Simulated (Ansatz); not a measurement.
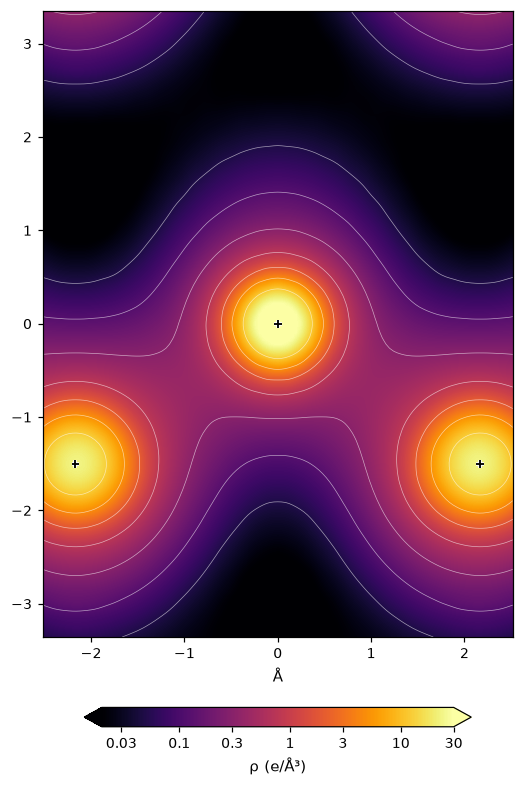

The valence charge density (pseudo) on a plane through atoms (crosses mark nuclei in the plane).

Computed with DFT, PBE, plane waves, PAW in Ansatz 0.2.0.

Candidates:
A. GaSb, a = 4.34 Å, b = 4.34 Å, c = 6.01 Å, α = 90.00°, β = 90.00°, γ = 90.00°. Space group I-4m2; started from the zincblende prototype, which need not be the ambient phase; changed on purpose from its base cell (uniaxial z strain -2.0%); computed pressure about 3 GPa in this cell.
B. AlP, a = 3.87 Å, b = 3.87 Å, c = 5.42 Å, α = 90.00°, β = 90.00°, γ = 90.00°. Space group I-4m2; started from the zincblende prototype, which need not be the ambient phase; changed on purpose from its base cell (uniaxial z strain -1.0%); computed pressure about 2 GPa in this cell.

Q: Which candidate gave the map?

A: Candidate A: GaSb on the (010) plane of the conventional cell, which holds Ga and Sb. Ga–Sb (2.64 Å): ρ at the midpoint is about 0.43 e/Å³.
